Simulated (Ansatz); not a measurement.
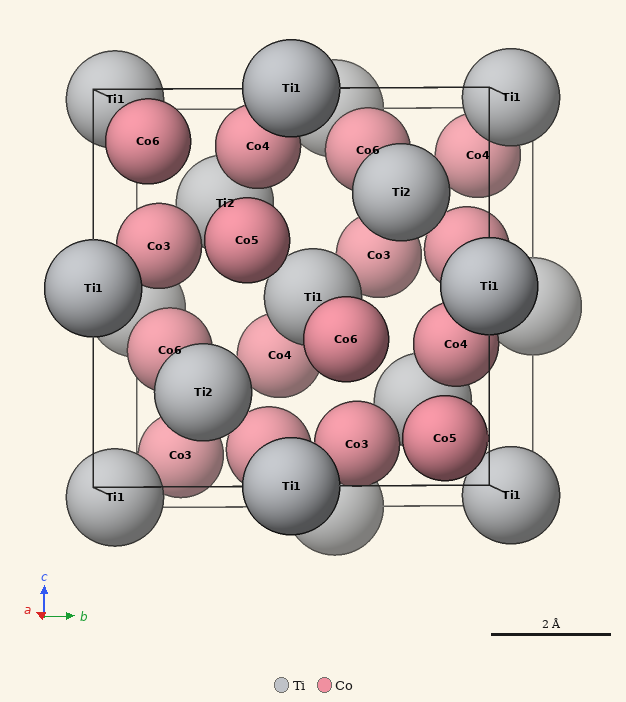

The structure as given in the input (spheres-only view of the cell 4 times as large as that of the calculation, set on its symmetry axes, seen at an oblique angle; atoms are numbered from 1 in the order of the input).

Run report: TiCo2, geometry relaxation (part 1 of 3)

The run: geometry relaxation of TiCo2 (Fd-3m, 6 atoms in the cell). Method and program: DFT LDA, scalar-relativistic, plane waves, PAW, spin-polarised (Ansatz 0.2.0).

The structure derives from an entry of the Crystallography Open Database. Figures and captions count atoms from 1; the log counts them from 0 in places.

**What the program printed**
```
Engine: ansatz 0.2.0, x86_64-unknown-linux-gnu
Pseudopotentials: kind: paw
Pseudopotential: Ti, paw, valence charge 12, recommended cutoff 420 eV (normal), Ti.paw.azcp
Pseudopotential: Co, paw, valence charge 17, recommended cutoff 420 eV (normal), Co.paw.azcp
Functional definition: SPW92
  exchange = slater_x
  correlation = pw_c
Crystal: 6 atoms, lattice volume = 75.326 Å³
Basis set: ecut = 420 eV, 1459 PW (Γ)
Bands: 56, of which v1, the nominal top of the filled ones, is band 46 counted from 1 (45 counted from 0)
Symmetry: 48 space group operations
Space group: Fd-3m (ITA 227), of the structure as read, at distance tolerance 4.2e-5 Å
Magnetic group: BNS 227.128 (UNI 1630), of the structure as read, at distance tolerance 4.2e-5 Å
k-points: 16 of 216
Non-local potential: Ti, projectors of the file, l = 0: 3, l = 1: 2, l = 2: 3, l = 3: 1
Non-local potential: Co, projectors of the file, l = 0: 3, l = 1: 2, l = 2: 3, l = 3: 1
PAW form: soft (Blöchl's): semilocal exchange-correlation on the pseudo side does not see the compensation charge
PAW frozen core: Ti, regenerated for the run's functional, and the local potential with it (the file was generated under x = pbe(κ = 0.804, μ = 0.2195149727645171), c = pbe(β = 0.06672455060314922))
PAW frozen core: Co, regenerated for the run's functional, and the local potential with it (the file was generated under x = pbe(κ = 0.804, μ = 0.2195149727645171), c = pbe(β = 0.06672455060314922))
PAW one-centre angular grid: Ti, 590 points (default); XC on 64 Gauss nodes
PAW one-centre angular grid: Co, 590 points (default); XC on 64 Gauss nodes
Initial density: superposition of atomic densities (chi_scale 0.1, normalization cell)
Starting moments: Σ|m| = 0.54 μB on 6 of 6 sites
Initial wavefunctions: pseudopotential atomic-orbital guess
Functional: x = slater, c = lda
SCF iter   1: F=—  HF=-25153.464301 eV  |F-HF|=—  |Δ(HF+E_count)|=         —  Δρ=6.15e-2 (↑5.75e-2 ↓6.15e-2)  dr2=7.31e0  dr2_m=4.54e-3  M=0.464 μB ∫|m|=0.553 μB  β_m=0.30  ethr=3.10e-3  ⟨swp⟩=3.6  Hψ=5084  notcnv=0
Mixer restart at iter 1: flushing history
preconditioner: auto → Kerker (q_TF=auto, 2.821 Å⁻¹)  [metal: Δε(μ)=0.005 eV  Ē_g=4.156 eV  σ=0.100 eV  W_gap=0.03  n_scr=26 (ndim 8)  ℏωp=28.4 eV  f_vac=0.000  D(μ)=10.47/eV (n_scr^D=168)]
spin=Collinear: Kerker preconditioning applied to the charge; magnetization (m = ρ↑ − ρ↓) channel mixes plain (no charge-response kernel on spin).
SCF iter   2: F=—  HF=-25150.549693 eV  |F-HF|=—  |Δ(HF+E_count)|=    2.91e0  Δρ=2.48e-2 (↑2.43e-2 ↓2.48e-2)  dr2=3.41e0  dr2_m=2.36e-3  M=0.445 μB ∫|m|=0.554 μB  β_m=0.36  ethr=3.10e-3  ⟨swp⟩=2.0  Hψ=2968  notcnv=0  defer=90
SCF iter   3: F=—  HF=-25151.683969 eV  |F-HF|=—  |Δ(HF+E_count)|=    1.13e0  Δρ=1.85e-2 (↑1.85e-2 ↓1.80e-2)  dr2=2.38e0  dr2_m=1.04e-3  M=0.439 μB ∫|m|=0.555 μB  β_m=0.68  ethr=3.10e-3  ⟨swp⟩=2.0  Hψ=2020  notcnv=0  defer=94
SCF iter   4: F=—  HF=-25153.613804 eV  |F-HF|=—  |Δ(HF+E_count)|=    1.93e0  Δρ=1.38e-2 (↑1.36e-2 ↓1.38e-2)  dr2=7.62e-1  dr2_m=5.16e-5  M=0.413 μB ∫|m|=0.557 μB  β_m=0.75  ethr=2.59e-3  ⟨swp⟩=3.1  Hψ=2865  notcnv=0  defer=92
SCF iter   5: F=—  HF=-25153.569069 eV  |F-HF|=—  |Δ(HF+E_count)|=   4.47e-2  Δρ=1.03e-2 (↑1.03e-2 ↓9.83e-3)  dr2=1.95e-1  dr2_m=6.28e-5  M=0.394 μB ∫|m|=0.553 μB  β_m=0.88  ethr=8.28e-4  ⟨swp⟩=2.5  Hψ=2876  notcnv=0  defer=80
SCF iter   6: F=—  HF=-25153.632647 eV  |F-HF|=—  |Δ(HF+E_count)|=         —  Δρ=2.93e-3 (↑2.93e-3 ↓1.74e-3)  dr2=6.65e-3  dr2_m=3.56e-4  M=0.367 μB ∫|m|=0.536 μB  β_m=0.88  ethr=2.12e-4  ⟨swp⟩=2.2  Hψ=2716  notcnv=0  defer=80
Mixer restart at iter 6: flushing history
SCF iter   7: F=—  HF=-25153.637525 eV  |F-HF|=—  |Δ(HF+E_count)|=   4.88e-3  Δρ=4.28e-3 (↑3.49e-3 ↓4.28e-3)  dr2=2.39e-2  dr2_m=1.20e-4  M=0.356 μB ∫|m|=0.526 μB  β_m=0.88  ethr=7.22e-6  ⟨swp⟩=2.0  Hψ=3520  notcnv=0  defer=80
SCF iter   8: F=—  HF=-25153.631643 eV  |F-HF|=—  |Δ(HF+E_count)|=   5.88e-3  Δρ=6.85e-4 (↑4.60e-4 ↓6.85e-4)  dr2=7.12e-4  dr2_m=2.46e-5  M=0.357 μB ∫|m|=0.525 μB  β_m=0.88  ethr=7.22e-6  ⟨swp⟩=2.0  Hψ=3505  notcnv=0  defer=80
SCF iter   9: F=—  HF=-25153.631558 eV  |F-HF|=—  |Δ(HF+E_count)|=   8.50e-5  Δρ=9.70e-4 (↑9.70e-4 ↓4.84e-4)  dr2=2.19e-4  dr2_m=3.56e-4  M=0.338 μB ∫|m|=0.500 μB  β_m=0.94  ethr=7.74e-7  ⟨swp⟩=2.2  Hψ=3089  notcnv=0  defer=80
SCF iter  10: F=—  HF=-25153.631622 eV  |F-HF|=—  |Δ(HF+E_count)|=   6.40e-5  Δρ=9.54e-4 (↑9.54e-4 ↓3.16e-4)  dr2=2.43e-4  dr2_m=2.47e-4  M=0.325 μB ∫|m|=0.480 μB  β_m=0.97  ethr=2.38e-7  ⟨swp⟩=2.0  Hψ=2505  notcnv=0  defer=80
SCF iter  11: F=—  HF=-25153.631583 eV  |F-HF|=—  |Δ(HF+E_count)|=   3.96e-5  Δρ=7.45e-4 (↑4.58e-4 ↓7.45e-4)  dr2=8.20e-5  dr2_m=2.43e-4  M=0.309 μB ∫|m|=0.455 μB  β_m=0.34  ethr=2.38e-7  ⟨swp⟩=2.0  Hψ=2803  notcnv=0  defer=80
SCF iter  12: F=-25153.631522 eV  HF=-25153.631575 eV  |F-HF|=5.24e-5  |Δ(HF+E_count)|=   8.00e-6  Δρ=4.88e-4 (↑3.40e-4 ↓4.88e-4)  dr2=3.35e-5  dr2_m=1.15e-4  M=0.295 μB ∫|m|=0.432 μB  β_m=0.99  ethr=8.91e-8  ⟨swp⟩=1.5  Hψ=2142  notcnv=0  defer=80
SCF iter  13: F=-25153.631561 eV  HF=-25153.631569 eV  |F-HF|=7.90e-6  |Δ(HF+E_count)|=   5.57e-6  Δρ=3.83e-4 (↑3.83e-4 ↓3.31e-4)  dr2=3.05e-6  dr2_m=8.78e-5  M=0.285 μB ∫|m|=0.417 μB  β_m=0.14  ethr=3.64e-8  ⟨swp⟩=2.2  Hψ=2690  notcnv=0  defer=80
SCF iter  14: F=-25153.631555 eV  HF=-25153.631568 eV  |F-HF|=1.30e-5  |Δ(HF+E_count)|=   9.36e-7  Δρ=3.24e-4 (↑3.24e-4 ↓2.10e-4)  dr2=1.49e-5  dr2_m=4.86e-5  M=0.277 μB ∫|m|=0.406 μB  β_m=0.41  ethr=3.31e-9  ⟨swp⟩=2.0  Hψ=2904  notcnv=0  defer=80
SCF iter  15: F=-25153.631569 eV  HF=-25153.631573 eV  |F-HF|=3.69e-6  |Δ(HF+E_count)|=   4.89e-6  Δρ=1.75e-4 (↑1.75e-4 ↓9.33e-5)  dr2=1.05e-5  dr2_m=1.16e-5  M=0.238 μB ∫|m|=0.344 μB  β_m=0.85  ethr=3.31e-9  ⟨swp⟩=3.0  Hψ=3794  notcnv=0  defer=80
SCF iter  16: F=-25153.631574 eV  HF=-25153.631578 eV  |F-HF|=4.52e-6  |Δ(HF+E_count)|=   5.12e-6  Δρ=5.39e-5 (↑5.39e-5 ↓4.06e-5)  dr2=8.57e-6  dr2_m=1.95e-7  M=0.203 μB ∫|m|=0.292 μB  β_m=0.93  ethr=3.31e-9  ⟨swp⟩=3.0  Hψ=3670  notcnv=0  defer=80
SCF iter  17: F=-25153.631579 eV  HF=-25153.631579 eV  |F-HF|=4.82e-7  |Δ(HF+E_count)|=   1.40e-6  Δρ=1.65e-5 (↑1.65e-5 ↓1.36e-5)  dr2=7.09e-7  dr2_m=6.70e-9  M=0.197 μB ∫|m|=0.283 μB  β_m=0.96  ethr=3.31e-9  ⟨swp⟩=2.0  Hψ=2510  notcnv=0  defer=80
SCF iter  18: F=-25153.631579 eV  HF=-25153.631579 eV  |F-HF|=4.81e-8  |Δ(HF+E_count)|=   2.48e-8  Δρ=4.74e-6 (↑4.74e-6 ↓4.05e-6)  dr2=9.23e-8  dr2_m=9.83e-11  M=0.194 μB ∫|m|=0.279 μB  β_m=0.96  ethr=7.71e-10  ⟨swp⟩=2.0  Hψ=2476  notcnv=0  defer=80
SCF iter  19: F=-25153.631579 eV  HF=-25153.631579 eV  |F-HF|=2.96e-8  |Δ(HF+E_count)|=   1.70e-8  Δρ=3.97e-6 (↑3.71e-6 ↓3.97e-6)  dr2=3.84e-8  dr2_m=3.82e-11  M=0.194 μB ∫|m|=0.280 μB  β_m=0.94  ethr=1.00e-10  ⟨swp⟩=2.0  Hψ=2430  notcnv=0  defer=80
SCF iter  20: F=-25153.631579 eV  HF=-25153.631579 eV  |F-HF|=6.35e-8  |Δ(HF+E_count)|=   2.54e-9  Δρ=4.24e-6 (↑3.88e-6 ↓4.24e-6)  dr2=6.89e-8  dr2_m=3.87e-11  M=0.195 μB ∫|m|=0.280 μB  ethr=4.17e-11  ⟨swp⟩=7.9  Hψ=6254  notcnv=0
at 1 of the mixer's solves, the last at iteration 11, it left a direction of its history that read negative out of its fit and stepped the other way along it
SCF 1 converged in 20 iterations: F = -25153.631579 eV  dr2 = 6.89e-8
  greatest PAW one-centre occupation: 1.001 electrons in one spin orbital (limit 2), on the Co atom at site 5 (counted from 0), in its partial waves of l = 1
relax step   1: F+E_penalty+E_count = -25153.63157937 eV  Δ(F+E_penalty+E_count) = +0.000e0 eV  max|allowed force component| = 1.581e-17 eV/Å  Δτ_max = 0.0000 Å  P = -19.803 GPa  Ω = 75.326 Å³  (20 SCF iters, dr2 threshold 1.00e-7 eV, accepted)
Crystal: 6 atoms, lattice volume = 69.371 Å³
Basis set: ecut = 420 eV, 1363 PW (Γ)
Initial density: handed on by an earlier stage of this run
Starting moments: Σ|m| = 0.54 μB on 6 of 6 sites; this step starts from the density that it was given
Initial wavefunctions: those handed on with the density
iter 1 solved again at ethr=2.11e-4 eV; its pass at ethr=3.10e-3 eV (dr2=1.94e-1 eV) is discarded
SCF iter   1: F=—  HF=-25154.127884 eV  |F-HF|=—  |Δ(HF+E_count)|=         —  Δρ=1.24e-2 (↑1.24e-2 ↓9.26e-3)  dr2=2.09e-1  dr2_m=1.94e-3  M=0.162 μB ∫|m|=0.217 μB  β_m=0.30  ethr=2.11e-4  ⟨swp⟩=1.0  Hψ=7152  notcnv=0
preconditioner: auto → Kerker (q_TF=auto, 2.860 Å⁻¹)  [metal: Δε(μ)=0.015 eV  Ē_g=10.473 eV  σ=0.100 eV  W_gap=0.08  n_scr=26 (ndim 8)  ℏωp=33.4 eV  f_vac=0.000  D(μ)=9.31/eV (n_scr^D=136)]
spin=Collinear: Kerker preconditioning applied to the charge; magnetization (m = ρ↑ − ρ↓) channel mixes plain (no charge-response kernel on spin).
SCF iter   2: F=—  HF=-25154.056754 eV  |F-HF|=—  |Δ(HF+E_count)|=   7.11e-2  Δρ=3.07e-3 (↑3.07e-3 ↓2.72e-3)  dr2=1.85e-2  dr2_m=5.51e-4  M=0.170 μB ∫|m|=0.228 μB  β_m=0.32  ethr=2.11e-4  ⟨swp⟩=2.0  Hψ=2756  notcnv=0
SCF iter   3: F=—  HF=-25154.069048 eV  |F-HF|=—  |Δ(HF+E_count)|=   1.23e-2  Δρ=2.62e-3 (↑1.89e-3 ↓2.62e-3)  dr2=1.06e-2  dr2_m=5.86e-4  M=0.159 μB ∫|m|=0.215 μB  β_m=0.66  ethr=2.01e-5  ⟨swp⟩=2.2  Hψ=2348  notcnv=0
SCF iter   4: F=—  HF=-25154.095102 eV  |F-HF|=—  |Δ(HF+E_count)|=   2.61e-2  Δρ=3.34e-3 (↑1.62e-3 ↓3.34e-3)  dr2=1.44e-2  dr2_m=5.31e-4  M=0.129 μB ∫|m|=0.178 μB  β_m=0.83  ethr=1.15e-5  ⟨swp⟩=2.0  Hψ=2708  notcnv=0
SCF iter   5: F=—  HF=-25154.099189 eV  |F-HF|=—  |Δ(HF+E_count)|=   4.09e-3  Δρ=2.26e-3 (↑2.26e-3 ↓1.12e-3)  dr2=5.56e-3  dr2_m=2.32e-4  M=0.082 μB ∫|m|=0.114 μB  β_m=0.91  ethr=1.15e-5  ⟨swp⟩=2.0  Hψ=2792  notcnv=0
SCF iter   6: F=—  HF=-25154.100372 eV  |F-HF|=—  |Δ(HF+E_count)|=   1.18e-3  Δρ=2.13e-3 (↑2.13e-3 ↓1.06e-3)  dr2=4.66e-3  dr2_m=1.91e-4  M=0.074 μB ∫|m|=0.103 μB  β_m=0.96  ethr=6.04e-6  ⟨swp⟩=1.7  Hψ=2164  notcnv=0
SCF iter   7: F=—  HF=-25154.100005 eV  |F-HF|=—  |Δ(HF+E_count)|=   3.67e-4  Δρ=9.46e-4 (↑9.46e-4 ↓3.49e-4)  dr2=1.78e-4  dr2_m=2.62e-4  M=0.055 μB ∫|m|=0.078 μB  β_m=0.94  ethr=5.06e-6  ⟨swp⟩=2.0  Hψ=2334  notcnv=0
SCF iter   8: F=—  HF=-25154.099941 eV  |F-HF|=—  |Δ(HF+E_count)|=   6.37e-5  Δρ=3.93e-4 (↑3.93e-4 ↓3.68e-4)  dr2=2.32e-5  dr2_m=8.63e-5  M=0.029 μB ∫|m|=0.041 μB  β_m=0.99  ethr=1.93e-7  ⟨swp⟩=1.8  Hψ=2304  notcnv=0
SCF iter   9: F=—  HF=-25154.099954 eV  |F-HF|=—  |Δ(HF+E_count)|=   1.35e-5  Δρ=7.07e-5 (↑7.07e-5 ↓3.63e-5)  dr2=4.88e-6  dr2_m=2.13e-7  M=0.003 μB ∫|m|=0.005 μB  β_m=0.99  ethr=2.52e-8  ⟨swp⟩=2.0  Hψ=2989  notcnv=0
SCF iter  10: F=—  HF=-25154.099954 eV  |F-HF|=—  |Δ(HF+E_count)|=   5.41e-7  Δρ=4.67e-5 (↑1.38e-5 ↓4.67e-5)  dr2=8.18e-7  dr2_m=5.59e-7  M=0.002 μB ∫|m|=0.003 μB  β_m=1.00  ethr=5.31e-9  ⟨swp⟩=2.0  Hψ=2348  notcnv=0
SCF iter  11: F=—  HF=-25154.099954 eV  |F-HF|=—  |Δ(HF+E_count)|=   4.87e-8  Δρ=8.19e-6 (↑8.19e-6 ↓5.75e-6)  dr2=1.23e-7  dr2_m=1.18e-9  M=-0.000 μB ∫|m|=0.000 μB  β_m=1.00  ethr=8.89e-10  ⟨swp⟩=2.0  Hψ=2253  notcnv=0
SCF iter  12: F=-25154.099954 eV  HF=-25154.099954 eV  |F-HF|=9.11e-8  |Δ(HF+E_count)|=   4.54e-9  Δρ=5.68e-6 (↑5.54e-6 ↓5.68e-6)  dr2=1.04e-7  dr2_m=6.79e-12  M=-0.000 μB ∫|m|=0.000 μB  ethr=1.34e-10  ⟨swp⟩=4.1  Hψ=5615  notcnv=0
WARN: the starting moments were not kept: the SCF closed with an absolute magnetisation of 6.7e-5 μB, where they sum to 0.54 μB in size (6 sites). That is at most 0.1 of that sum. Measured as dr2_m measures the in/out step, that magnetisation stands 2.4e-9 eV from none, at or under the dr2_threshold of 6.0e-7 eV: it is no larger than a step whose dr2_m would equal this threshold. The system may hold no moment; this SCF shows only that its start led to no more than that. This SCF took its magnetisation from the state that an earlier stage of the run handed on, and the starting moments (crystal.atoms[].spin, magnetization.per_species, magnetization.initial_magnetization, or on a non-collinear deck that types none of these the spinor_matrix: blocks that start its atoms; where the total moment is fixed, keep their sum and leave initial_magnetization as it is) reach it only through that state. Under a hybrid functional, moments that its semilocal warm-up loses can be held through it (magnetization.spin_locking: {lock_spins: true, release_at_the_exchange_loop: true}, refused in a deck that types no crystal.atoms[].spin or magnetization.per_species, and beside md: or magnetic_configurations:, beside output.atomic_orbital_hamiltonian at one k-point under exchange of full range, and beside output.current_voltage). To try another start, change the starting moments or, where the run itself opened from a saved state (the deck's checkpoint.read, a session's seed or a resume), run it without that state.
SCF 2 converged in 12 iterations: F = -25154.099954 eV  dr2 = 1.04e-7
  greatest PAW one-centre occupation: 1.001 electrons in one spin orbital (limit 2), on the Co atom at site 4 (counted from 0), in its partial waves of l = 1
```
